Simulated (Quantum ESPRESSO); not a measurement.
# Hf: workfunction calculation (part 1 of 2)

Hf (slab, 7 atoms in the cell), computed with Kohn-Sham DFT of a periodic cell, PBE, PseudoDojo 0.4.1 SR PBE standard, no spin polarisation (Quantum ESPRESSO 7.5).

The structure derives from an entry of the Crystallography Open Database.

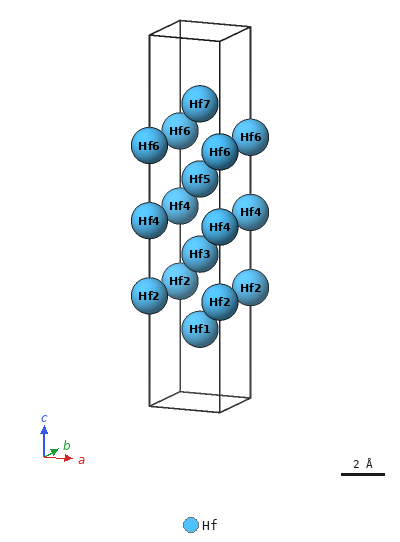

*The structure (spheres-only view of the cell of the calculation, with the vacuum cut short, seen slightly off an axis; atoms are numbered from 1 in the order of the input). An atom can appear more than once, as a periodic image.*

### Input file
```
&CONTROL
  calculation = 'scf'
  prefix = 'pwscf'
  outdir = './tmp'
  pseudo_dir = './pseudo'
  tprnfor = .true.
  disk_io = 'low'
/
&SYSTEM
  ibrav = 0
  celldm(1) = 8
  nat = 7
  ntyp = 1
  ecutwfc = 58
  nbnd = 55
  occupations = 'smearing'
  smearing = 'fd'
  degauss = 0.00367493
/
&ELECTRONS
  conv_thr = 7d-09
  electron_maxstep = 150
  mixing_beta = 0.3
  mixing_mode = 'local-TF'
/
ATOMIC_SPECIES
Hf   178.4900 Hf.upf
CELL_PARAMETERS alat
  0.8527389137374   0.0000000000000   0.0000000000000
  0.0000000000000   0.8527389137374   0.0000000000000
  0.0000000000000   0.0000000000000   6.1014532248855
ATOMIC_POSITIONS crystal
Hf     0.5000000000    0.5000000000    0.2903600465
Hf     0.0000000000    0.0000000000    0.3602400310
Hf     0.5000000000    0.5000000000    0.4301200155
Hf     0.0000000000    0.0000000000    0.5000000000
Hf     0.5000000000    0.5000000000    0.5698799845
Hf     0.0000000000    0.0000000000    0.6397599690
Hf     0.5000000000    0.5000000000    0.7096399535
K_POINTS automatic
7 7 1 0 0 0
```

### File pp_density.in
```
&INPUTPP
  prefix = 'pwscf'
  outdir = './tmp'
  filplot = 'density.dat'
  plot_num = 0
/
&PLOT
  nfile = 1
  filepp(1) = 'density.dat'
  iflag = 3
  output_format = 6
  fileout = 'density.cube'
/
```

### File pp_potential.in
```
&INPUTPP
  prefix = 'pwscf'
  outdir = './tmp'
  filplot = 'potential.dat'
  plot_num = 11
/
&PLOT
  nfile = 1
  filepp(1) = 'potential.dat'
  iflag = 3
  output_format = 6
  fileout = 'potential.cube'
/
```

### File pp_elf.in
```
&INPUTPP
  prefix = 'pwscf'
  outdir = './tmp'
  filplot = 'elf.dat'
  plot_num = 8
/
&PLOT
  nfile = 1
  filepp(1) = 'elf.dat'
  iflag = 3
  output_format = 6
  fileout = 'elf.cube'
/
```

Run as:
```bash
OMP_NUM_THREADS=1 pw.x -in pw.in > pw.out
OMP_NUM_THREADS=1 pp.x -in pp_density.in > pp_density.out
OMP_NUM_THREADS=1 pp.x -in pp_potential.in > pp_potential.out
OMP_NUM_THREADS=1 pp.x -in pp_elf.in > pp_elf.out
```

### Output
```
This program is part of the open-source Quantum ESPRESSO suite
     for quantum simulation of materials; please cite
         "P. Giannozzi et al., J. Phys.:Condens. Matter 21 395502 (2009);
         "P. Giannozzi et al., J. Phys.:Condens. Matter 29 465901 (2017);
         "P. Giannozzi et al., J. Chem. Phys. 152 154105 (2020);
          URL
     in publications or presentations arising from this work. More details at

     Message from routine setup:
     using ibrav=0 with symmetry is DISCOURAGED, use correct ibrav instead

     G-vector sticks info
     --------------------
     sticks:   dense  smooth     PW     G-vecs:    dense   smooth      PW
     Sum         861     861    241               135713   135713   20911

     Using Slab Decomposition

     bravais-lattice index     =            0
     lattice parameter (alat)  =       8.0000  a.u.
     unit-cell volume          =    2271.6186 (a.u.)^3
     number of atoms/cell      =            7
     number of atomic types    =            1
     number of electrons       =        84.00
     number of Kohn-Sham states=           55
     kinetic-energy cutoff     =      58.0000  Ry
     charge density cutoff     =     232.0000  Ry
     scf convergence threshold =      7.0E-09
     mixing beta               =       0.3000
     number of iterations used =            8  local-TF  mixing
     Exchange-correlation= PBE
                           (   1   4   3   4   0   0   0)

     celldm(1)=   8.000000  celldm(2)=   0.000000  celldm(3)=   0.000000
     celldm(4)=   0.000000  celldm(5)=   0.000000  celldm(6)=   0.000000

     crystal axes: (cart. coord. in units of alat)
               a(1) = (   0.852739   0.000000   0.000000 )
               a(2) = (   0.000000   0.852739   0.000000 )
               a(3) = (   0.000000   0.000000   6.101453 )

     reciprocal axes: (cart. coord. in units 2 pi/alat)
               b(1) = (  1.172692  0.000000  0.000000 )
               b(2) = (  0.000000  1.172692  0.000000 )
               b(3) = (  0.000000  0.000000  0.163895 )

     PseudoPot. # 1 for Hf read from file:
     Hf.upf
     Pseudo is Norm-conserving + core correction, Zval = 12.0
     Generated using ONCVPSP code by D. R. Hamann
     Using radial grid of 1656 points,  8 beta functions with:
                l(1) =   0
                l(2) =   0
                l(3) =   1
                l(4) =   1
                l(5) =   2
                l(6) =   2
                l(7) =   3
                l(8) =   3

     atomic species   valence    mass     pseudopotential
     Hf               12.00   178.49000     Hf( 1.00)

     16 Sym. Ops., with inversion, found

   Cartesian axes

     site n.     atom                  positions (alat units)
         1        Hf     tau(   1) = (   0.4263695   0.4263695   1.7716182  )
         2        Hf     tau(   2) = (   0.0000000   0.0000000   2.1979877  )
         3        Hf     tau(   3) = (   0.4263695   0.4263695   2.6243572  )
         4        Hf     tau(   4) = (   0.0000000   0.0000000   3.0507266  )
         5        Hf     tau(   5) = (   0.4263695   0.4263695   3.4770961  )
         6        Hf     tau(   6) = (   0.0000000   0.0000000   3.9034655  )
         7        Hf     tau(   7) = (   0.4263695   0.4263695   4.3298350  )

     number of k points=    10  Fermi-Dirac smearing, width (Ry)=  0.0037
                       cart. coord. in units 2pi/alat
        k(    1) = (   0.0000000   0.0000000   0.0000000), wk =   0.0408163
        k(    2) = (   0.0000000   0.1675274   0.0000000), wk =   0.1632653
        k(    3) = (   0.0000000   0.3350548   0.0000000), wk =   0.1632653
        k(    4) = (   0.0000000   0.5025822   0.0000000), wk =   0.1632653
        k(    5) = (   0.1675274   0.1675274   0.0000000), wk =   0.1632653
        k(    6) = (   0.1675274   0.3350548   0.0000000), wk =   0.3265306
        k(    7) = (   0.1675274   0.5025822   0.0000000), wk =   0.3265306
        k(    8) = (   0.3350548   0.3350548   0.0000000), wk =   0.1632653
        k(    9) = (   0.3350548   0.5025822   0.0000000), wk =   0.3265306
        k(   10) = (   0.5025822   0.5025822   0.0000000), wk =   0.1632653

     Dense  grid:   135713 G-vectors     FFT dimensions: (  36,  36, 240)

     Initial potential from superposition of free atoms

     starting charge      83.9870, renormalised to      84.0000

     negative rho (up, down):  5.613E-05 0.000E+00
     Starting wfcs are   70 randomized atomic wfcs

     Self-consistent Calculation

     iteration #  1     ecut=    58.00 Ry     beta= 0.30
     Davidson diagonalization with overlap
     ethr =  1.00E-02,  avg # of iterations =  2.8

     total energy              =    -789.63142702 Ry
     estimated scf accuracy    <       7.27609247 Ry

     iteration #  2     ecut=    58.00 Ry     beta= 0.30
     Davidson diagonalization with overlap
     ethr =  8.66E-03,  avg # of iterations =  1.0

     total energy              =    -789.43563731 Ry
     estimated scf accuracy    <       3.17968055 Ry

     iteration #  3     ecut=    58.00 Ry     beta= 0.30
     Davidson diagonalization with overlap
     ethr =  3.79E-03,  avg # of iterations =  1.2

     total energy              =    -789.48360534 Ry
     estimated scf accuracy    <       0.25759526 Ry

     iteration #  4     ecut=    58.00 Ry     beta= 0.30
     Davidson diagonalization with overlap
     ethr =  3.07E-04,  avg # of iterations =  7.5

     total energy              =    -789.51157180 Ry
     estimated scf accuracy    <       0.16521450 Ry

     iteration #  5     ecut=    58.00 Ry     beta= 0.30
     Davidson diagonalization with overlap
     ethr =  1.97E-04,  avg # of iterations =  1.2

     total energy              =    -789.49174946 Ry
     estimated scf accuracy    <       0.08857212 Ry

     iteration #  6     ecut=    58.00 Ry     beta= 0.30
     Davidson diagonalization with overlap
     ethr =  1.05E-04,  avg # of iterations =  2.5

     total energy              =    -789.49872409 Ry
     estimated scf accuracy    <       0.02456514 Ry

     iteration #  7     ecut=    58.00 Ry     beta= 0.30
     Davidson diagonalization with overlap
     ethr =  2.92E-05,  avg # of iterations =  4.9

     total energy              =    -789.50728753 Ry
     estimated scf accuracy    <       0.29672972 Ry

     iteration #  8     ecut=    58.00 Ry     beta= 0.30
     Davidson diagonalization with overlap
     ethr =  2.92E-05,  avg # of iterations =  1.0

     total energy              =    -789.49775323 Ry
     estimated scf accuracy    <       0.24116590 Ry

     iteration #  9     ecut=    58.00 Ry     beta= 0.30
     Davidson diagonalization with overlap
     ethr =  2.92E-05,  avg # of iterations =  1.9

     total energy              =    -789.49860972 Ry
     estimated scf accuracy    <       0.03645084 Ry

     iteration # 10     ecut=    58.00 Ry     beta= 0.30
     Davidson diagonalization with overlap
     ethr =  2.92E-05,  avg # of iterations =  1.4

     negative rho (up, down):  9.745E-03 0.000E+00

     total energy              =    -789.49613790 Ry
     estimated scf accuracy    <       0.02671136 Ry

     iteration # 11     ecut=    58.00 Ry     beta= 0.30
     Davidson diagonalization with overlap
     ethr =  2.92E-05,  avg # of iterations =  2.2

     total energy              =    -789.49764899 Ry
     estimated scf accuracy    <       0.00966259 Ry

     iteration # 12     ecut=    58.00 Ry     beta= 0.30
     Davidson diagonalization with overlap
     ethr =  1.15E-05,  avg # of iterations =  2.6

     negative rho (up, down):  5.886E-03 0.000E+00

     total energy              =    -789.49795618 Ry
     estimated scf accuracy    <       0.00151465 Ry

     iteration # 13     ecut=    58.00 Ry     beta= 0.30
     Davidson diagonalization with overlap
     ethr =  1.80E-06,  avg # of iterations =  7.2

     negative rho (up, down):  1.375E-03 0.000E+00

     total energy              =    -789.49787942 Ry
     estimated scf accuracy    <       0.00439779 Ry

     iteration # 14     ecut=    58.00 Ry     beta= 0.30
     Davidson diagonalization with overlap
     ethr =  1.80E-06,  avg # of iterations =  4.8

     negative rho (up, down):  1.090E-03 0.000E+00

     total energy              =    -789.49826096 Ry
     estimated scf accuracy    <       0.00365941 Ry

     iteration # 15     ecut=    58.00 Ry     beta= 0.30
     Davidson diagonalization with overlap
     ethr =  1.80E-06,  avg # of iterations =  1.0

     negative rho (up, down):  2.630E-04 0.000E+00

     total energy              =    -789.49820276 Ry
     estimated scf accuracy    <       0.00156269 Ry

     iteration # 16     ecut=    58.00 Ry     beta= 0.30
     Davidson diagonalization with overlap
     ethr =  1.80E-06,  avg # of iterations =  1.6

     total energy              =    -789.49822493 Ry
     estimated scf accuracy    <       0.00017830 Ry

     iteration # 17     ecut=    58.00 Ry     beta= 0.30
     Davidson diagonalization with overlap
     ethr =  2.12E-07,  avg # of iterations =  2.7

     total energy              =    -789.49823387 Ry
     estimated scf accuracy    <       0.00001914 Ry

     iteration # 18     ecut=    58.00 Ry     beta= 0.30
     Davidson diagonalization with overlap
     ethr =  2.28E-08,  avg # of iterations =  4.1

     total energy              =    -789.49823579 Ry
     estimated scf accuracy    <       0.00000364 Ry

     iteration # 19     ecut=    58.00 Ry     beta= 0.30
     Davidson diagonalization with overlap
     ethr =  4.33E-09,  avg # of iterations =  3.8

     total energy              =    -789.49823644 Ry
     estimated scf accuracy    <       0.00000044 Ry

     iteration # 20     ecut=    58.00 Ry     beta= 0.30
     Davidson diagonalization with overlap
     ethr =  5.19E-10,  avg # of iterations =  4.9

     total energy              =    -789.49823731 Ry
     estimated scf accuracy    <       0.00000019 Ry

     iteration # 21     ecut=    58.00 Ry     beta= 0.30
     Davidson diagonalization with overlap
     c_bands:  1 eigenvalues not converged
     ethr =  2.30E-10,  avg # of iterations =  5.3

     negative rho (up, down):  1.714E-06 0.000E+00

     total energy              =    -789.49823735 Ry
     estimated scf accuracy    <       0.00000008 Ry

     iteration # 22     ecut=    58.00 Ry     beta= 0.30
     Davidson diagonalization with overlap
     ethr =  9.54E-11,  avg # of iterations =  3.8

     negative rho (up, down):  1.345E-06 0.000E+00

     total energy              =    -789.49823736 Ry
     estimated scf accuracy    <       0.00000002 Ry

     iteration # 23     ecut=    58.00 Ry     beta= 0.30
     Davidson diagonalization with overlap
     ethr =  2.60E-11,  avg # of iterations =  2.2

     End of self-consistent calculation

          k = 0.0000 0.0000 0.0000 ( 17019 PWs)   bands (ev):

   -57.6513 -57.6513 -56.6697 -56.6515 -56.6156 -56.6005 -56.5856 -26.3271
   -26.3271 -26.1142 -26.1142 -26.1142 -26.1142 -25.4484 -25.4107 -25.3988
   -25.3988 -25.2985 -25.2985 -25.2887 -25.1663 -25.1663 -25.1530 -25.0541
   -25.0541 -25.0204 -24.9763 -24.9763  -1.5536  -0.8154   0.2630   1.5261
     2.6292   2.8407   2.8455   3.0495   3.2697   3.9590   4.9454   5.2441
     5.2518   6.1936   6.3823   6.3823   6.4278   6.4278   6.4844   6.4844
     6.6617   6.7895   6.7895   7.0019   7.5501   7.5576   7.5727

          k = 0.0000 0.1675 0.0000 ( 16973 PWs)   bands (ev):
```
